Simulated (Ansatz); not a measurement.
Hf₂S: geometry relaxation (part 3 of 3)

Continued. System: Hf₂S (6 atoms in the cell). Method: DFT PBEsol, scalar-relativistic, plane waves, PAW, no spin polarisation (Ansatz 0.2.0); cutoff 420 eV, 12×12×4 k-mesh, Fermi–Dirac smearing of 0.15 eV. The structure derives from a Materials Project entry. It belongs to a series of runs on one base structure; here: elastic constants, atoms relaxed.

Geometry of the input (Å; fractional positions):
```
3.3402  0.0000  0.0000
-1.6701  2.8927  0.0000
0.0000  0.0000  11.7091
Hf 0.6667  0.3333  0.8987
Hf 0.3333  0.6667  0.3987
Hf 0.6667  0.3333  0.6013
Hf 0.3333  0.6667  0.1013
S  0.0000  0.0000  0.7500
S  0.0000  0.0000  0.2500
```

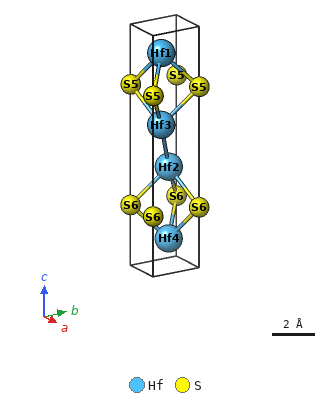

*The geometry at step 2 of the log (ball-and-stick view of the cell of the calculation, seen slightly off an axis; atoms are numbered from 1 in the order of the input).*

### File elastic.tsv, continued
```
# k	c_k1_gpa	c_k2_gpa	c_k3_gpa	c_k4_gpa	c_k5_gpa	c_k6_gpa	c_energy_k1_gpa	c_energy_k2_gpa	c_energy_k3_gpa	c_energy_k4_gpa	c_energy_k5_gpa	c_energy_k6_gpa	pulay_correction_c_k1_gpa	pulay_correction_c_k2_gpa	pulay_correction_c_k3_gpa	pulay_correction_c_k4_gpa	pulay_correction_c_k5_gpa	pulay_correction_c_k6_gpa
1	2.1278815645e2	9.0126590816e1	9.9737241137e1	-1.3552527156e-20	2.5077212818e-37	2.0667855281e-14	2.1278834690e2	9.0126781265e1	9.9737431587e1	-1.3552527156e-20	2.5077212818e-37	2.0667855281e-14	1.5751478871e-1	9.6078053488e-2	9.4255838802e-2	-9.6925105505e-52	1.7934747299e-68	2.3590496289e-19
2	9.0126590816e1	2.1278815645e2	9.9737241137e1	1.8070036208e-20	-3.3436283757e-37	5.2486547539e-15	9.0126781265e1	2.1278834690e2	9.9737431587e1	1.8070036208e-20	-3.3436283757e-37	5.2486547539e-15	9.6078053488e-2	1.5751478871e-1	9.4255838802e-2	-3.5293039469e-23	6.5305241712e-40	-1.0926710170e-17
3	9.9726269990e1	9.9726269990e1	2.8528227186e2	6.7762635780e-21	-1.2538606409e-37	-5.4740835217e-15	9.9725159929e1	9.9725159929e1	2.8528116180e2	6.7762635780e-21	-1.2538606409e-37	-5.4740835217e-15	7.9784365130e-2	7.9784365130e-2	1.2920443284e-1	-2.1175823681e-22	3.9183145027e-39	1.6855455758e-17
4	-1.2621774484e-29	4.2072581612e-30	6.0858953400e-61	1.0038117926e2	1.6952887380e-15	-4.1243118716e-31	2.8951389788e-18	2.8951389788e-18	2.8951389788e-18	1.0038117926e2	1.6952887380e-15	-4.1243118716e-31	-1.5407439555e-33	5.1358131850e-34	7.4267759885e-65	-3.0768714753e-4	1.0210864978e-20	1.2641789673e-36
5	1.9721522631e-30	-6.5738408768e-31	1.0518145403e-30	5.1105084505e-16	1.0038117926e2	8.6089627144e-47	-3.6189237235e-18	-3.6189237235e-18	-3.6189237235e-18	5.1105084505e-16	1.0038117926e2	8.6089627144e-47	9.8607613153e-32	-3.2869204384e-32	2.5679065925e-34	3.2798410238e-20	-3.0768714753e-4	4.4093330667e-48
6	-1.8073359879e-15	4.0896616687e-15	-5.9211894534e-16	-2.5198675443e-31	4.6626916112e-48	6.1330782817e1	-2.0852693299e-15	3.8117283267e-15	-8.7005228731e-16	-2.5198675443e-31	4.6626916112e-48	6.1330782817e1	1.4098830539e-18	-4.2592808522e-18	1.1564823234e-18	-1.2621103792e-34	2.3353733378e-51	3.0718367612e-2
```

### Trajectory as extended XYZ (Å, eV, eV/Å), 15 of the 25 frames kept, from step=1 to step=4
```
6
Lattice="3.3402 0.0000 0.0000 -1.6701 2.8927 0.0000 0.0000 0.0000 11.7091" Properties=species:S:1:pos:R:3:forces:R:3 step=1 energy=-64168.63122
Hf    1.6701    0.9642   10.5232    0.0000   0.0000   0.0001
Hf    0.0000    1.9284    4.6686    0.0000   0.0000   0.0001
Hf    1.6701    0.9642    7.0405    0.0000   0.0000  -0.0001
Hf    0.0000    1.9284    1.1860    0.0000   0.0000  -0.0001
S     0.0000    0.0000    8.7819    0.0000   0.0000   0.0000
S     0.0000    0.0000    2.9273    0.0000   0.0000   0.0000
6
Lattice="3.3402 0.0000 0.0000 -1.6701 2.8927 0.0000 0.0000 0.0000 11.7091" Properties=species:S:1:pos:R:3:forces:R:3 step=3 energy=-64168.63122
Hf    1.6701    0.9642   10.5232    0.0000   0.0000   0.0000
Hf    0.0000    1.9284    4.6686    0.0000   0.0000   0.0000
Hf    1.6701    0.9642    7.0405    0.0000   0.0000   0.0000
Hf    0.0000    1.9284    1.1860    0.0000   0.0000   0.0000
S     0.0000    0.0000    8.7819    0.0000   0.0000   0.0000
S     0.0000    0.0000    2.9273    0.0000   0.0000   0.0000
6
Lattice="3.3402 0.0000 0.0000 -1.6701 2.8927 0.0000 0.0000 0.0000 11.7091" Properties=species:S:1:pos:R:3:forces:R:3 step=1 energy=-64168.62913
Hf    1.6617    0.9642   10.5232    0.0000   0.0004   0.0087
Hf    0.0000    1.9284    4.6686    0.0000  -0.0004   0.0087
Hf    1.6617    0.9642    7.0405    0.0000   0.0004  -0.0087
Hf    0.0000    1.9284    1.1860    0.0000  -0.0004  -0.0087
S     0.0000    0.0000    8.7819    0.0000  -0.0286   0.0000
S     0.0000    0.0000    2.9273    0.0000   0.0286   0.0000
6
Lattice="3.3402 0.0000 0.0000 -1.6701 2.8927 0.0000 0.0000 0.0000 11.7091" Properties=species:S:1:pos:R:3:forces:R:3 step=3 energy=-64168.62933
Hf    1.6617    0.9610   10.5237    0.0000   0.0011   0.0005
Hf    0.0000    1.9316    4.6691    0.0000  -0.0011   0.0005
Hf    1.6617    0.9610    7.0400    0.0000   0.0011  -0.0005
Hf    0.0000    1.9316    1.1854    0.0000  -0.0011  -0.0005
S     0.0000   -0.0062    8.7819    0.0000  -0.0028   0.0000
S     0.0000    0.0062    2.9273    0.0000   0.0028   0.0000
6
Lattice="3.3402 0.0000 0.0000 -1.6701 2.8927 0.0000 0.0000 0.0000 11.7091" Properties=species:S:1:pos:R:3:forces:R:3 step=5 energy=-64168.62933
Hf    1.6617    0.9610   10.5237    0.0000   0.0000   0.0000
Hf    0.0000    1.9317    4.6692    0.0000   0.0000   0.0000
Hf    1.6617    0.9610    7.0400    0.0000   0.0000   0.0000
Hf    0.0000    1.9317    1.1854    0.0000   0.0000   0.0000
S     0.0000   -0.0066    8.7819    0.0000   0.0000   0.0000
S     0.0000    0.0066    2.9273    0.0000   0.0000   0.0000
6
Lattice="3.3402 0.0000 0.0000 -1.6701 2.8927 0.0000 0.0000 0.0000 11.7091" Properties=species:S:1:pos:R:3:forces:R:3 step=2 energy=-64168.62937
Hf    1.6784    0.9673   10.5227    0.0000  -0.0001  -0.0006
Hf    0.0000    1.9253    4.6681    0.0000   0.0001  -0.0006
Hf    1.6784    0.9673    7.0410    0.0000  -0.0001   0.0006
Hf    0.0000    1.9253    1.1865    0.0000   0.0001   0.0006
S     0.0000    0.0063    8.7819    0.0000   0.0007   0.0000
S     0.0000   -0.0063    2.9273    0.0000  -0.0007   0.0000
6
Lattice="3.3402 0.0000 0.0000 -1.6701 2.8927 0.0000 0.0000 0.0000 11.7091" Properties=species:S:1:pos:R:3:forces:R:3 step=3 energy=-64168.62937
Hf    1.6784    0.9674   10.5227    0.0000   0.0000   0.0000
Hf    0.0000    1.9253    4.6681    0.0000   0.0000   0.0000
Hf    1.6784    0.9674    7.0411    0.0000   0.0000   0.0000
Hf    0.0000    1.9253    1.1865    0.0000   0.0000   0.0000
S     0.0000    0.0064    8.7819    0.0000   0.0000   0.0000
S     0.0000   -0.0064    2.9273    0.0000   0.0000   0.0000
6
Lattice="3.3402 0.0000 0.0000 -1.6701 2.8927 0.0000 0.0000 0.0000 11.7091" Properties=species:S:1:pos:R:3:forces:R:3 step=2 energy=-64168.62868
Hf    1.6701    0.9642   10.4699    0.0000   0.0000   0.0003
Hf    0.0000    1.9284    4.6446    0.0000   0.0000   0.0003
Hf    1.6701    0.9642    7.0060    0.0000   0.0000  -0.0003
Hf    0.0000    1.9284    1.1807    0.0000   0.0000  -0.0003
S     0.0000    0.0000    8.7380    0.0000   0.0000   0.0000
S     0.0000    0.0000    2.9127    0.0000   0.0000   0.0000
6
Lattice="3.3402 0.0000 0.0000 -1.6701 2.8927 0.0000 0.0000 0.0000 11.7091" Properties=species:S:1:pos:R:3:forces:R:3 step=1 energy=-64168.62872
Hf    1.6701    0.9642   10.5758    0.0000   0.0000   0.0089
Hf    0.0000    1.9284    4.6919    0.0000   0.0000   0.0089
Hf    1.6701    0.9642    7.0757    0.0000   0.0000  -0.0089
Hf    0.0000    1.9284    1.1919    0.0000   0.0000  -0.0089
S     0.0000    0.0000    8.8258    0.0000   0.0000   0.0000
S     0.0000    0.0000    2.9419    0.0000   0.0000   0.0000
6
Lattice="3.3402 0.0000 0.0000 -1.6701 2.8927 0.0000 0.0000 0.0000 11.7091" Properties=species:S:1:pos:R:3:forces:R:3 step=2 energy=-64168.62873
Hf    1.6701    0.9642   10.5764    0.0000   0.0000   0.0006
Hf    0.0000    1.9284    4.6925    0.0000   0.0000   0.0006
Hf    1.6701    0.9642    7.0752    0.0000   0.0000  -0.0006
Hf    0.0000    1.9284    1.1913    0.0000   0.0000  -0.0006
S     0.0000    0.0000    8.8258    0.0000   0.0000   0.0000
S     0.0000    0.0000    2.9419    0.0000   0.0000   0.0000
6
Lattice="3.3402 0.0000 0.0000 -1.6701 2.8927 0.0000 0.0000 0.0000 11.7091" Properties=species:S:1:pos:R:3:forces:R:3 step=1 energy=-64168.63028
Hf    1.6701    0.9379   10.5208    0.0000   0.0153   0.0002
Hf    0.0000    1.9168    4.6638    0.0000   0.0155   0.0003
Hf    1.6701    0.9466    7.0381    0.0000  -0.0155  -0.0003
Hf    0.0000    1.9255    1.1811    0.0000  -0.0153  -0.0002
S     0.0000   -0.0220    8.7819    0.0000   0.0005   0.0000
S     0.0000   -0.0073    2.9273    0.0000  -0.0005   0.0000
6
Lattice="3.3402 0.0000 0.0000 -1.6701 2.8927 0.0000 0.0000 0.0000 11.7091" Properties=species:S:1:pos:R:3:forces:R:3 step=3 energy=-64168.63033 accepted=F
Hf    1.6701    0.9392   10.5208    0.0000   0.0023  -0.0001
Hf    0.0000    1.9195    4.6638    0.0000  -0.0034   0.0000
Hf    1.6701    0.9439    7.0382    0.0000   0.0034   0.0000
Hf    0.0000    1.9242    1.1811    0.0000  -0.0023   0.0001
S     0.0000   -0.0227    8.7819    0.0000   0.0008   0.0000
S     0.0000   -0.0066    2.9273    0.0000  -0.0008   0.0000
6
Lattice="3.3402 0.0000 0.0000 -1.6701 2.8927 0.0000 0.0000 0.0000 11.7091" Properties=species:S:1:pos:R:3:forces:R:3 step=1 energy=-64168.63028
Hf    1.6701    0.9905   10.5256    0.0000  -0.0155   0.0003
Hf    0.0000    1.9401    4.6734    0.0000  -0.0153   0.0002
Hf    1.6701    0.9818    7.0430    0.0000   0.0153  -0.0002
Hf    0.0000    1.9314    1.1908    0.0000   0.0155  -0.0003
S     0.0000    0.0220    8.7819    0.0000   0.0005   0.0000
S     0.0000    0.0073    2.9273    0.0000  -0.0005   0.0000
6
Lattice="3.3402 0.0000 0.0000 -1.6701 2.8927 0.0000 0.0000 0.0000 11.7091" Properties=species:S:1:pos:R:3:forces:R:3 step=2 energy=-64168.63034
Hf    1.6701    0.9886   10.5256    0.0000   0.0004  -0.0009
Hf    0.0000    1.9382    4.6735    0.0000  -0.0003  -0.0013
Hf    1.6701    0.9838    7.0429    0.0000   0.0003   0.0013
Hf    0.0000    1.9334    1.1908    0.0000  -0.0004   0.0009
S     0.0000    0.0220    8.7818    0.0000   0.0001   0.0000
S     0.0000    0.0073    2.9273    0.0000  -0.0001   0.0000
6
Lattice="3.3402 0.0000 0.0000 -1.6701 2.8927 0.0000 0.0000 0.0000 11.7091" Properties=species:S:1:pos:R:3:forces:R:3 step=4 energy=-64168.63034
Hf    1.6701    0.9887   10.5256    0.0000   0.0000   0.0000
Hf    0.0000    1.9381    4.6734    0.0000   0.0000   0.0000
Hf    1.6701    0.9839    7.0430    0.0000   0.0000   0.0000
Hf    0.0000    1.9333    1.1908    0.0000   0.0000   0.0000
S     0.0000    0.0221    8.7819    0.0000   0.0000   0.0000
S     0.0000    0.0072    2.9273    0.0000   0.0000   0.0000
```

### Summary

```csv
quantity,value
outcome,converged
space group (tolerance 0.01 Å),P6₃/mmc (194) → Cmc2₁ (36)
electrons treated,116
free energy,−64168.6312 eV
Fermi energy,18.682 eV
gap on the k-point mesh,none (metallic)
pressure,0.00 GPa
final volume,113.13 Å³
bulk modulus (Hill),141.8 GPa
shear modulus (Hill),78.4 GPa
largest force (length of the vector) at the end,under 0.001 eV/Å
final cell,"a = 3.340 Å, b = 3.340 Å, c = 11.709 Å, α = 90.00°, β = 90.00°, γ = 120.00°"
elastic stability,stable
hardware,"2 threads of Intel Xeon (Granite Rapids), 32 GiB of memory available, shared host"
wall time,6.3 min (CPU time 13 min)
peak memory,1.3 GiB
```

### Notes

Results for this metal are sensitive to the k-point mesh. Spin–orbit coupling is left out, which matters for Hf.
